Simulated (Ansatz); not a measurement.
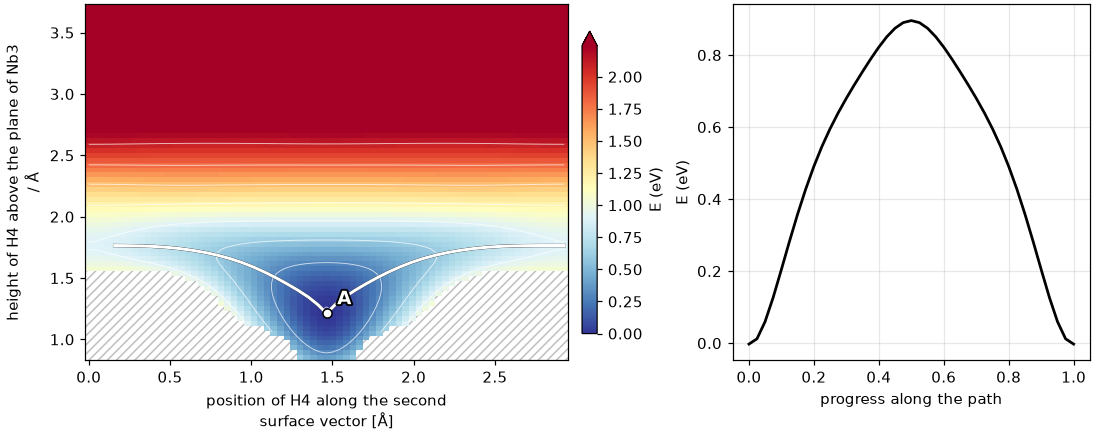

H on a Nb(100) slab cut from the Fm-3m phase, its upper half relaxed before the scan (3 atoms of substrate and one adsorbate in a 1 × 1 cell). H is moved along a line over the surface and along the normal, above a rigid substrate. The first coordinate is: position of H4 along the second surface vector, from above Nb3; the second: height of H4 above the plane of Nb3. Grid: 6 × 7 points; 23 points were computed and 11 follow by symmetry. At 8 points there is no value (left out of the scan, as a rule where atoms come close). Points are written as (first, second). Energies: eV, counted from the lowest grid point. Method: DFT LDA, scalar-relativistic, plane waves, PAW (Ansatz 0.2.0). Settings: cutoff 420 eV, k-mesh 9×9×1, gaussian smearing 0.1 eV, spin-polarised.

Drawn: a smooth colour map with a few white contour lines, a line along the lowest path, one colour for all values above the top of the scale, hatched blanks where no value was computed, the energy along the path at the right, the start A. Between grid points the surface is interpolated.

> Describe the path and its barrier.

The easiest path leads from the well at (1.46 Å, 1.27 Å) [nearest 2 Nb at 1.94 Å] to its copy one period on. Its highest point lies about 0.9 eV above the bottom of the first well on the interpolated surface, at (0.00 Å, 1.69 Å) [nearest 1 Nb at 1.69 Å]. This is the barrier on the constrained surface; relaxing the other coordinates would change it.
